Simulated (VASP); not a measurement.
```xyz
2
Lattice="0.0000 0.0000 3.3279 3.3279 0.0000 0.0000 0.0000 3.5775 0.0000" Properties=species:S:1:pos:R:3 pbc="T T T"
Nb    0.0000    0.0000    0.0000
Nb    1.6640    1.7887    1.6640
```

Space group I4/mmm; changed on purpose from its base cell (strain +0.0750 x Voigt [0, 1, 0, 0, 0, 0], atoms carried along); computed pressure about −21 GPa in this cell.

These are results of Kohn-Sham DFT of a periodic cell, LDA, VASP PAW LDA potentials, recommended in VASP, not measurements.

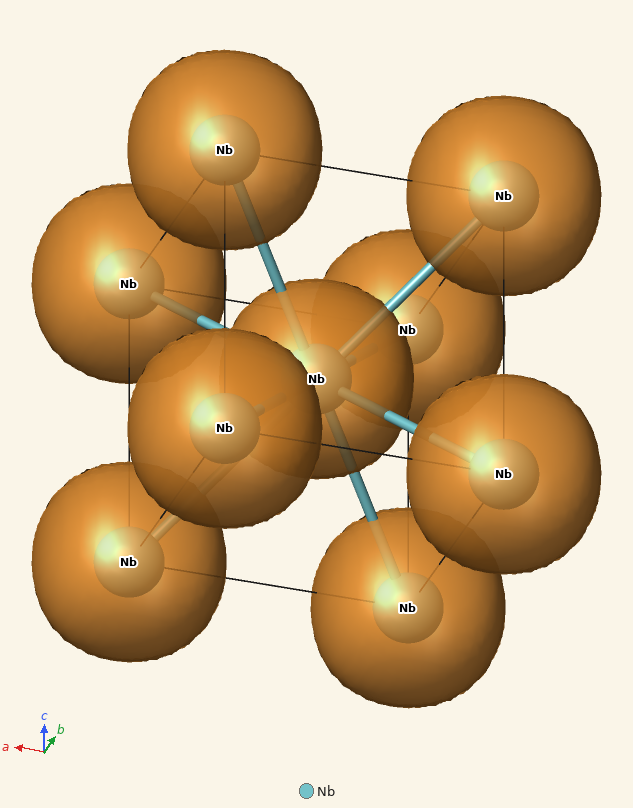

Nb. Isosurface of the valence electron density at 0.4 e/Å³ (orange), seen at an oblique angle. Sticks mark near contacts.

The density is the valence pseudo-density of a PAW calculation; it isn't the true density close to the nuclei.

**How is the density connected at this value?**

At this value the density breaks into separate islands; it holds about 75 % of the electrons treated as valence. It bridges none of the near contacts. It is pinched off along the shortest Nb–Nb (2.96 Å) contacts. On the grid the lowest density along these lines, outside the cores, is 0.25 e/Å³ (Nb–Nb, 2.96 Å).
